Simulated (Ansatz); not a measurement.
## Band-structure calculation, with input and output: CaO

The run: band-structure calculation of CaO (2 atoms in the cell). Method and program: DFT, r2SCAN, plane waves, PAW, no spin polarisation (Ansatz 0.2.0).

The structure was built on a prototype by a generator. The geometry comes from this level: r2SCAN (a point of a series of strains). It belongs to a series of runs on one base structure; here: uniaxial_x strain -2.2%. Figures and captions count atoms from 1; the log counts them from 0 in places.

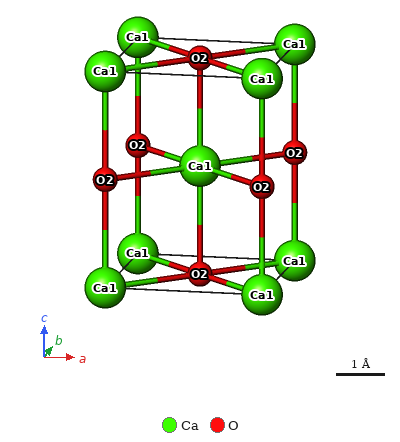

The input geometry (ball-and-stick view of the cell 2 times as large as that of the calculation, set on its symmetry axes, seen slightly off an axis; atoms are numbered from 1 in the order of the input). Near neighbours in the crystal (not all of them lie inside the picture): Ca has 6 O at 2.34 to 2.40 Å; O has 6 Ca at 2.34 to 2.40 Å.

### Key numbers

```json
{"quantity": "outcome", "value": "converged"}
{"quantity": "space group (tolerance 0.01 Å)", "value": "I4/mmm (139)"}
{"quantity": "electrons treated", "value": "16"}
{"quantity": "free energy", "value": "−2394.0836 eV"}
{"quantity": "Fermi energy", "value": "7.722 eV"}
{"quantity": "gap on the k-point mesh", "value": "4.10 eV"}
{"quantity": "pressure", "value": "2.88 GPa"}
{"quantity": "largest force (length of the vector)", "value": "under 0.001 eV/Å"}
{"quantity": "hardware", "value": "4 threads of an Arm (aarch64) CPU, shared host"}
{"quantity": "wall time", "value": "2.5 s (CPU time 7.5 s)"}
{"quantity": "peak memory", "value": "0.37 GiB"}
```

### The input
```yaml
crystal:
  lattice:
    - [0.0, 2.3975501188, 2.3975501188]
    - [2.3443245062, 0.0, 2.3975501188]
    - [2.3443245062, 2.3975501188, 0.0]
  atoms:
    - { symbol: Ca, position: [0.0, 0.0, 0.0] }
    - { symbol: O, position: [0.5, 0.5, 0.5] }
kpoints:
  mp_grid: { grid: [10, 10, 10] }
  band_path:
    path:
      - [0.0, 0.0, 0.0]
      - [0.5, 0.0, 0.5]
      - [0.625, 0.25, 0.625]
      - [0.375, 0.375, 0.75]
      - [0.5, 0.5, 0.5]
      - [0.5, 0.25, 0.75]
      - [0.0, 0.5, 0.5]
    npoints: 1
hamiltonian:
  xc: r2scan
scf:
  occupations: { method: fixed }
  n_extra_bands: 4
output:
  forces: true
  stress: true
  eigenvalues: true
```

Launch command:
```bash
ansatz run input.yaml --threads 4 --pin off --max-ram 3686MiB --backend cpu --events-out ev --progress --plain --runs-dir out
```

### The program's output
```
scf.n_extra_bands = 4 over 8 filled bands (N_el = 16.0): the run solves 12 bands
Engine: ansatz 0.2.0, aarch64-unknown-linux-gnu
Pseudopotentials: kind: paw
Pseudopotential: Ca, paw, valence charge 10, recommended cutoff 500 eV (meta_gga), Ca.paw.azcp
Pseudopotential: O, paw, valence charge 6, recommended cutoff 500 eV (meta_gga), O.paw.azcp
Functional definition: r2SCAN
  parameter k0 = 0.174
  parameter k1 = 0.065
  parameter a1 = 4.9479
  exchange = r2scan_x(k0 = k0, k1 = k1, a1 = a1)
  correlation = r2scan_c
Crystal: 2 atoms, lattice volume = 26.952 Å³
Basis set: ecut = 500 eV, 693 PW (Γ), exchange–correlation on 100×100×100 points (64 copies of the dense FFT grid, shifted against one another)
Bands: 12, of which v1, the nominal top of the filled ones, is band 8 counted from 1 (7 counted from 0)
Symmetry: 16 space group operations
Space group: I4/mmm (ITA 139), of the structure as read, at distance tolerance 3.0e-5 Å
k-points: 102 of 1000
Non-local potential: Ca, projectors of the file, l = 0: 3, l = 1: 2, l = 2: 2
Non-local potential: O, projectors of the file, l = 0: 2, l = 1: 2, l = 2: 1
PAW form: soft (Blöchl's): semilocal exchange-correlation on the pseudo side does not see the compensation charge
PAW frozen core: Ca, regenerated for the run's functional (the file was generated under x = pbe(κ = 0.804, μ = 0.2195149727645171), c = pbe(β = 0.06672455060314922))
PAW frozen core: O, regenerated for the run's functional (the file was generated under x = pbe(κ = 0.804, μ = 0.2195149727645171), c = pbe(β = 0.06672455060314922))
PAW one-centre angular grid: Ca, 302 points (default); XC on 160 Gauss nodes
PAW one-centre angular grid: O, 302 points (default); XC on 160 Gauss nodes
Initial density: superposition of atomic densities (neutral atoms: chi_scale 0, normalization atom), corrected by the library's trained network
Initial wavefunctions: pseudopotential atomic-orbital guess
Functional: x = r2scan, c = r2scan; τ floored in thin density (d = 2e-4 eV/Å³)
SCF iter   1: F=—  HF=-2394.006066 eV  |F-HF|=—  |Δ(HF+E_count)|=         —  Δρ=1.08e-2  dr2=3.81e-2  dr2_τ=6.43e-2  ethr=1.77e-3  ⟨swp⟩=4.6  Hψ=7239  notcnv=0  defer=47
preconditioner: auto → none  [insulator: Δε(μ)=4.352 eV  Ē_g=19.399 eV  n_scr=8 (ndim 8)  ℏωp=26.8 eV  f_vac=0.000  ε∞_Penn≈2.9]
SCF iter   2: F=—  HF=-2394.086930 eV  |F-HF|=—  |Δ(HF+E_count)|=   8.09e-2  Δρ=9.65e-3  dr2=1.42e-2  dr2_τ=3.45e-3  ethr=2.38e-4  ⟨swp⟩=2.2  Hψ=2711  notcnv=0  defer=170
SCF iter   3: F=—  HF=-2394.083680 eV  |F-HF|=—  |Δ(HF+E_count)|=   3.25e-3  Δρ=2.50e-3  dr2=8.45e-4  dr2_τ=8.48e-5  ethr=8.90e-5  ⟨swp⟩=2.0  Hψ=1739  notcnv=0  defer=199
SCF iter   4: F=—  HF=-2394.083577 eV  |F-HF|=—  |Δ(HF+E_count)|=   1.03e-4  Δρ=5.33e-4  dr2=2.44e-5  dr2_τ=8.74e-6  ethr=5.28e-6  ⟨swp⟩=2.8  Hψ=2046  notcnv=0  defer=203
SCF iter   5: F=—  HF=-2394.083582 eV  |F-HF|=—  |Δ(HF+E_count)|=   5.21e-6  Δρ=7.41e-5  dr2=3.69e-7  dr2_τ=1.20e-7  ethr=1.53e-7  ⟨swp⟩=2.1  Hψ=1560  notcnv=0  defer=14
SCF iter   6: F=-2394.083582 eV  HF=-2394.083582 eV  |F-HF|=1.81e-9  |Δ(HF+E_count)|=   4.20e-7  Δρ=7.02e-6  dr2=5.11e-9  dr2_τ=1.30e-9  ethr=6.25e-10  ⟨swp⟩=6.4  Hψ=7341  notcnv=0
SCF 1 converged in 6 iterations: F = -2394.083582 eV  dr2 = 5.11e-9
  greatest PAW one-centre occupation: 0.995 electrons in one spin orbital (limit 2), on the Ca atom at site 0 (counted from 0), in its partial waves of l = 0
NSCF: frozen V_eff on 7 k-points
SCF converged after 6 iterations
Free energy (F): -2394.083582 eV
Harris-Foulkes:  -2394.083582 eV  (|F-HF|=1.81e-9)
Internal energy: -2394.083582 eV  (E = F + TS)
E sigma→0 (E₀):  -2394.083582 eV
Fermi energy:    7.721810 eV
--- Per-component energies (eV) ---
  E_band       = -108.315872
  E_kinetic    = 458.087698
  E_local      = -876.044183  (includes V_loc(G=0)·N_el)
  E_nonlocal   = 110.537826
  E_hartree    = 290.879004
  E_xc         = -212.626096
  E_vxc        = -303.138128  (∫ρ·V_xc dr)
  E_paw        = -1023.742992  (= ΣΔE_a)
  E_vpaw       = -98.131798  (= ΣTr[D̂ρ^β])
  E_aug_tail   = 0.001009  (compensation charges beyond the density's cutoff)
  E_vtau       = 18.613177  (kinetic-family band-sum trace: ∫τ·v_τ [+ j·A + Jᵃ·Aᵃ] dr)
  E_ewald      = -1140.923242
  E_core_change = -0.252606  (= ΣΔE_core)
  E_smearing   = -0.000000  (= −TS)
  E_closure    = -0.000000  (closes the sum)
  Σ components = -2394.083582   (vs F -2394.083582, Δ=0.00e0)
--- Forces (eV/Å), atoms counted from 1 ---
  atom   1  Ca     0.00000000     0.00000000    -0.00000000
  atom   2  O      0.00000000    -0.00000000     0.00000000
  max |Σ_I F_I| component: 3.16e-30 eV/Å
--- Stress (GPa, compression-positive) ---
        5.899089       0.000000       0.000000
        0.000000       1.367851       0.000000
        0.000000       0.000000       1.367851
  P = ⅓ Tr σ = 2.8783 GPa (28.783 kbar)
--- Band table (eV; the first three rows and the last of 102) ---
  k-point 0: bands = ["-31.2493", "-11.1247", "-11.1247", "-11.1096", "-8.8451", "7.6595", "7.6595", "7.7218", "13.3489", "14.5582", "14.5582", "14.7125"]
  k-point 1: bands = ["-31.2384", "-11.3083", "-11.1311", "-11.1190", "-8.6512", "7.3267", "7.5186", "7.5583", "13.8047", "14.5611", "14.7449", "14.8485"]
  k-point 2: bands = ["-31.2099", "-11.7078", "-11.1479", "-11.1294", "-8.2380", "6.5579", "7.1793", "7.2044", "14.5468", "14.9230", "15.2610", "15.3215"]
  k-point 101: bands = ["-31.1025", "-11.6809", "-11.6305", "-11.4982", "-8.0957", "6.4053", "6.4803", "6.7297", "13.9581", "15.7042", "16.8928", "18.0211"]
```

### File bands.tsv
```
# k_distance	band_0	band_1	band_2	band_3	band_4	band_5	band_6	band_7	band_8	band_9	band_10	band_11
# fermi_ev = 7.721810
# lock_threshold_ev = 1e-6
# [0, 0, 0] at k_distance = 0.000000
# [0.5, 0, 0.5] at k_distance = 1.310335
# [0.625, 0.25, 0.625] at k_distance = 1.778896
# [0.375, 0.375, 0.75] at k_distance = 2.593500
# [0.5, 0.5, 0.5] at k_distance = 3.398977
# [0.5, 0.25, 0.75] at k_distance = 4.325524
# [0, 0.5, 0.5] at k_distance = 5.797235
# levels_relative_to = fermi_ev
# free_energy_ev = -2394.083582
# largest_residual_norms_ev = 9.431e-4 9.925e-4 1.099e-3 9.230e-4 3.460e-4 9.031e-4 1.070e-3 1.109e-3 5.702e-4 5.588e-4 1.135e-3 1.403e-3
0.000000	-38.971135	-18.846493	-18.846493	-18.831411	-16.566948	-0.062348	-0.062348	0.000000	5.627070	6.836383	6.836383	6.990714
1.310335	-38.825778	-19.498082	-19.086846	-19.070024	-16.353610	-1.373644	-0.418808	-0.360236	4.180593	8.936244	9.806422	10.291924
1.778896	-38.826307	-19.534668	-19.384082	-19.008878	-15.854479	-1.384528	-1.285117	-0.839182	5.769309	8.782090	9.450429	9.884041
2.593500	-38.826307	-19.534668	-19.384082	-19.008878	-15.854479	-1.384528	-1.285117	-0.839182	5.769309	8.782090	9.450429	9.884041
3.398977	-38.855966	-20.190976	-18.913104	-18.877644	-15.155399	-2.711077	-1.292400	-1.289093	7.795620	9.149291	9.175315	9.406115
4.325524	-38.824144	-19.431266	-19.286395	-19.286395	-15.764755	-1.409403	-1.136648	-1.136648	7.101642	7.101642	9.186394	10.300051
5.797235	-38.815980	-19.487348	-19.110906	-19.110906	-16.353125	-1.233103	-0.451710	-0.451710	4.098283	8.990597	9.782401	10.387958
```

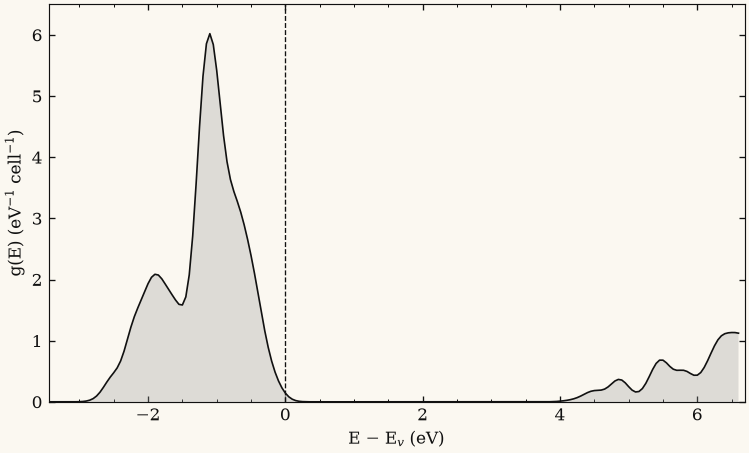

Density of states (the curve is built from the levels of the k mesh with Gaussians 0.3 eV wide, which also blur the band edges), with energies from the valence-band top. There is a gap of 4.10 eV on the k-point mesh. Small ripples come from the finite k-point mesh.
